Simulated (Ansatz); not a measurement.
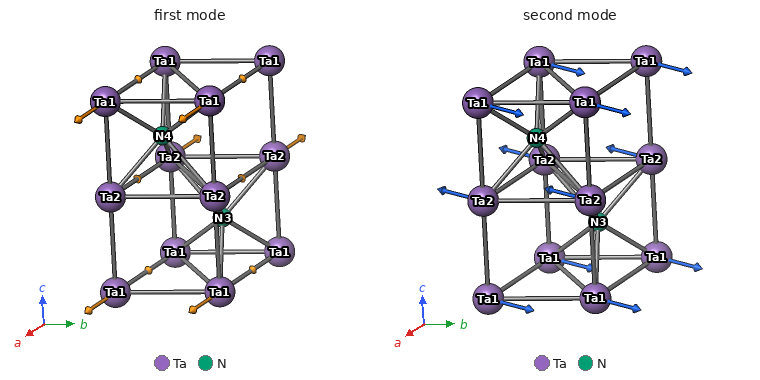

The system is TaN (P6_3/mmc, No. 194; 4 atoms in the cell); the picture shows the reference structure; its two panels give the patterns of the first and the second mode as arrows. The energy is mapped over two normal modes frozen in (zone-centre modes of the 4-atom cell of this scan). The first coordinate is: amplitude of mode 4 (142 cm⁻¹), largest displacement; the second: amplitude of mode 5 (142 cm⁻¹), largest displacement. Nothing is relaxed (the cell and all other modes fixed). The grid has 7 × 7 points; 16 points were computed and 33 follow by symmetry. Points are written as (first, second). Energies: eV per cell, counted from the lowest grid point. Method: DFT PBE, scalar-relativistic, plane waves, PAW (Ansatz). Settings: cutoff 520 eV, k-mesh 15×15×8 in the order of the run's cell vectors, gaussian smearing 0.15 eV, no spin polarisation.

Its coordinates:

```xyz
4
Lattice="2.9169 0.0000 0.0000 -1.4584 2.5261 0.0000 0.0000 0.0000 5.9142" Properties=species:S:1:pos:R:3 pbc="T T T"
Ta    0.0000    0.0000    0.0000
Ta    0.0000    0.0000    2.9571
N     0.0000    1.6841    1.4786
N     1.4584    0.8420    4.4357
```

The input of one point:

```yaml
crystal:
  lattice:
    - [2.9168996769, 0.0, 0.0]
    - [-1.4584498385, 2.5261092205, 0.0]
    - [0.0, 0.0, 5.9142266377]
  atoms:
    - { symbol: Ta, position: [0.0, 0.0, 0.0] }
    - { symbol: Ta, position: [0.0, 0.0, 0.5] }
    - { symbol: "N", position: [0.3333333333, 0.6666666667, 0.25] }
    - { symbol: "N", position: [0.6666666667, 0.3333333333, 0.75] }
basis:
  ecutwfc: 520.0
kpoints:
  mp_grid: { grid: [15, 15, 8] }
hamiltonian:
  xc: pbe
  pseudopotentials: { kind: paw, azcp: { folder: soft_1 } }
scf:
  occupations: { method: gaussian, width: 0.15 }
output:
  forces: true
  stress: true
  eigenvalues: true
```

Range: amplitude of mode 4 (142 cm⁻¹), largest displacement from −0.15 to 0.15 Å; amplitude of mode 5 (142 cm⁻¹), largest displacement from −0.15 to 0.15 Å.

> What will the energy surface look like?

The lowest grid point is at (0.00 Å, 0.00 Å). No other kind of well shows on this grid. The highest grid point, (−0.15 Å, −0.15 Å), lies 0.571 eV above the lowest.

| second ↓, first → | −0.15 | −0.10 | −0.05 | 0.00 | 0.05 | 0.10 | 0.15 |
| --- | --- | --- | --- | --- | --- | --- | --- |
| 0.15 | 0.571 | 0.418 | 0.324 | 0.293 | 0.324 | 0.418 | 0.571 |
| 0.10 | 0.418 | 0.261 | 0.165 | 0.132 | 0.165 | 0.261 | 0.418 |
| 0.05 | 0.324 | 0.164 | 0.066 | 0.033 | 0.066 | 0.164 | 0.324 |
| 0.00 | 0.293 | 0.132 | 0.033 | 0.000 | 0.033 | 0.132 | 0.293 |
| −0.05 | 0.324 | 0.164 | 0.066 | 0.033 | 0.066 | 0.164 | 0.324 |
| −0.10 | 0.418 | 0.261 | 0.165 | 0.132 | 0.165 | 0.261 | 0.418 |
| −0.15 | 0.571 | 0.418 | 0.324 | 0.293 | 0.324 | 0.418 | 0.571 |

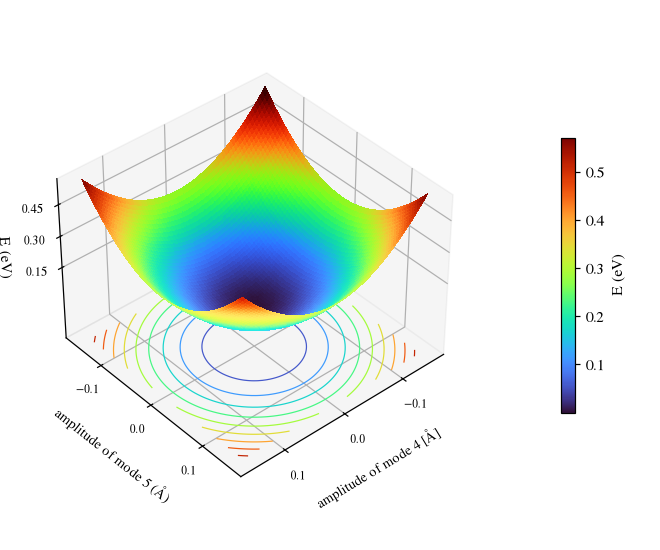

In the figure: a relief with its contours projected below. Between grid points the surface is interpolated.

Each point was launched as `ansatz run input.yaml --threads 2 --pin off --max-ram 4096MiB --backend cpu --events-out ev --progress --plain --runs-dir out`. Time for the 16 points that were run: 12 min on 2 threads of Arm Neoverse N1 (shared host).
